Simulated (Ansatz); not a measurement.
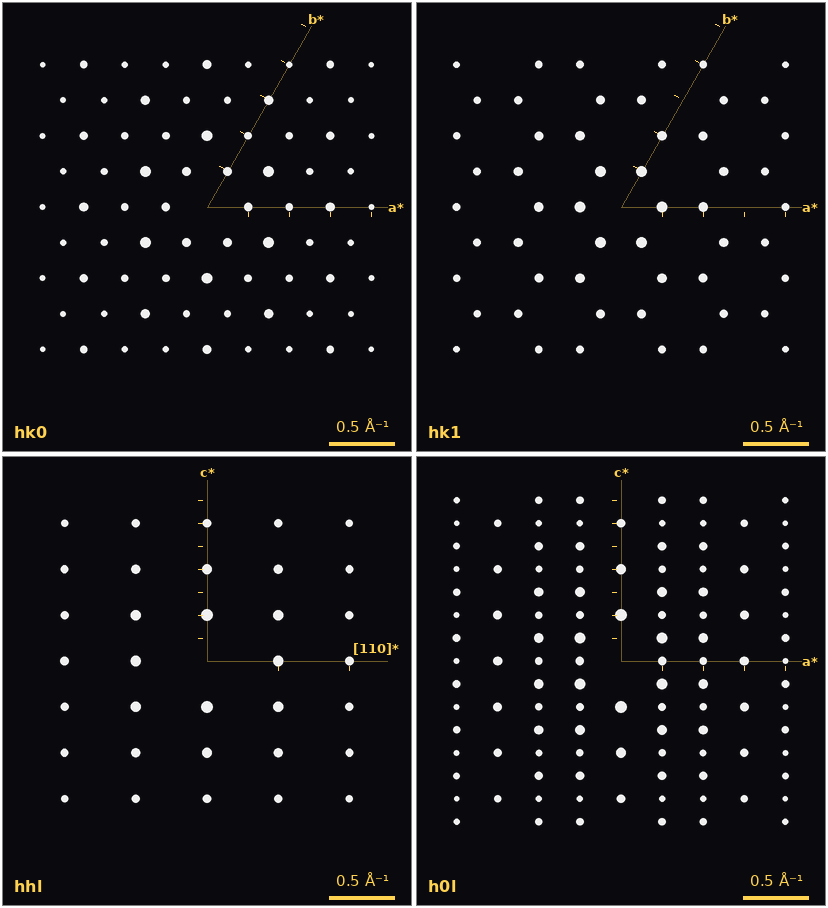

Four undistorted layers of reciprocal space, calculated for a single crystal (X-rays, kinematic |F|², B = 0.5 Å²). Tick marks count the reciprocal lattice steps of the conventional cell along each axis.

The compound is Y. Structure: coordinates from a relaxation with Ansatz 0.2.0, DFT PBEsol, scalar-relativistic, plane waves, PAW; the starting structure was generated, so it need not be a known form of this composition.

Q: Read the reciprocal cell and give the direct cell.

A: a* = 0.321, b* = 0.321, c* = 0.179 Å⁻¹, γ* = 60°; the cell is hexagonal with a = 3.60 Å, c = 5.58 Å (hexagonal axes).

Q: Which reflection conditions do the layers show?

A: Reflections are present only under these conditions. hkl: no condition; hk0: no condition; h0l: no condition; hhl: l = 2n; 00l: l = 2n. The lattice is primitive (P). Further gaps, such as 0 3 1, 3 0 1, 3 0 3, come from atoms on special positions, not from the group's general conditions.

Q: Which space groups fit?

A: The intensities have Laue symmetry 6/mmm (the hk0 layer shows 6mm, hk1 shows 6mm). With these conditions the candidates are P6_3mc (No. 186), P-62c (No. 190), P6_3/mmc (No. 194). Diffraction geometry alone does not choose among them; the structure has P6_3/mmc.
